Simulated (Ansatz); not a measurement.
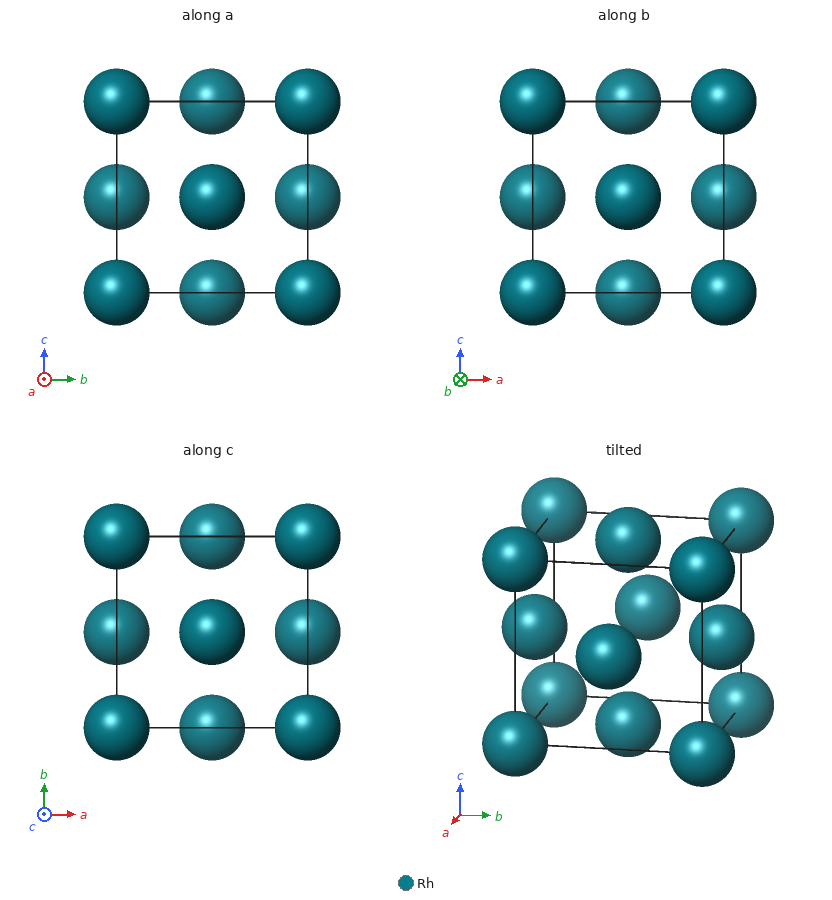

The structure above is drawn in spheres-only style and viewed along the a axis, along the b axis, along the c axis and slightly off an axis. Thin lines show the conventional unit cell, with boundary atoms drawn in all their periodic places.

Lattice parameters: a = 3.8285 Å, b = 3.8285 Å, c = 3.8285 Å, α = 90.000°, β = 90.000°, γ = 90.000°.

Q: Turn the picture into a CIF with its space group and independent sites.

A:
```cif
data_structure
_symmetry_space_group_name_H-M 'F m -3 m'
_symmetry_Int_Tables_number 225
_cell_length_a 3.8285
_cell_length_b 3.8285
_cell_length_c 3.8285
_cell_angle_alpha 90.000
_cell_angle_beta 90.000
_cell_angle_gamma 90.000
_cell_volume 56.12
loop_
_atom_site_label
_atom_site_type_symbol
_atom_site_symmetry_multiplicity
_atom_site_Wyckoff_symbol
_atom_site_fract_x
_atom_site_fract_y
_atom_site_fract_z
_atom_site_occupancy
Rh1 Rh 4 a 0.0000 0.0000 0.0000 1
```

The structure comes from the standard structure of this element. The cell was then strained or its atoms displaced on purpose. It went into a calculation with Ansatz.
